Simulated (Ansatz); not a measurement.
## Electronic structure of GaAs in real space

```
Ga As
1.0
     3.71740    0.00000    0.00000
    -1.85870    3.21936    0.00000
     0.00000    0.00000    6.30760
Ga As
2 2
Direct
  0.00000 0.00000 0.00000
  0.00000 0.00000 0.50000
  0.33333 0.66667 0.25000
  0.66667 0.33333 0.75000
```

Space group P6₃/mmc; started from the NiAs prototype, which need not be the ambient phase.

Computed with DFT, r2SCAN+rVV10, plane waves, PAW (Ansatz 0.2.0).

Core electrons are frozen (PAW), and the valence fields are smoothed inside the atomic spheres.

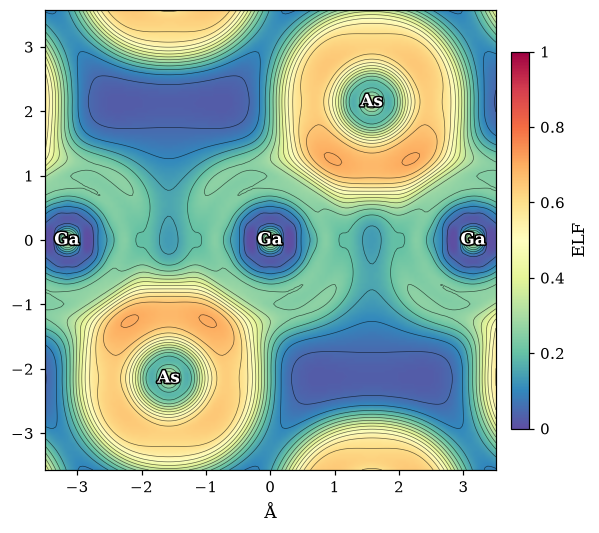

Figure 1. ELF on the (110) plane of the conventional cell.

> Interpret the plot.

- Atoms in the plane: Ga and As.
- Ga–As (2.66 Å): the ELF is about 0.60 at the midpoint.

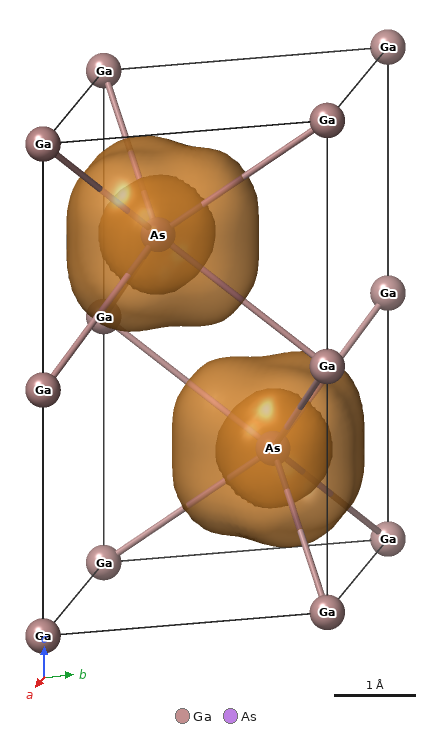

Figure 2. Isosurface of the ELF at 0.6 (orange), seen slightly off an axis. Core shells and regions of very low density are left out. Sticks mark near contacts.

> Identify the bonds, lone pairs and shells in this picture.

The surface consists of two regions on As in which the atom's valence shell and bonds are merged, counted in one cell of 4 atoms. Regions shared between cells count once.
